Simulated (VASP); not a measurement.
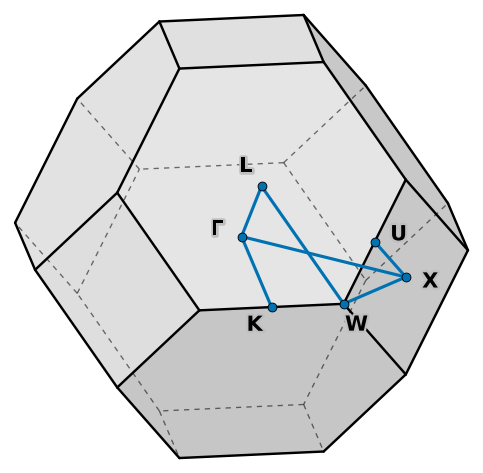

For Cu, the end point of a relaxation with VASP Kohn-Sham DFT of a periodic cell, HSE06, VASP PAW PBE potentials, recommended (VASP 6.6.1): the figure shows the first Brillouin zone with its special points and a band path. All values are computed from the atomic coordinates in the standard setting (tolerance 0.002 Å).

Labels and path follow the convention of Hinuma et al. (2017), as computed by seekpath.

Question: What lattice type do the shape and the labels point to?

Answer: A face-centred cubic lattice (cF; extended symbol cF2). The zone is a truncated octahedron in its combinatorial type: 14 faces (6 with 4 edges, 8 with 6 edges), 36 edges, 24 vertices.

Question: In which order does the conventional band path visit the special points?

Answer: Γ–X–U | K–Γ–L–W–X
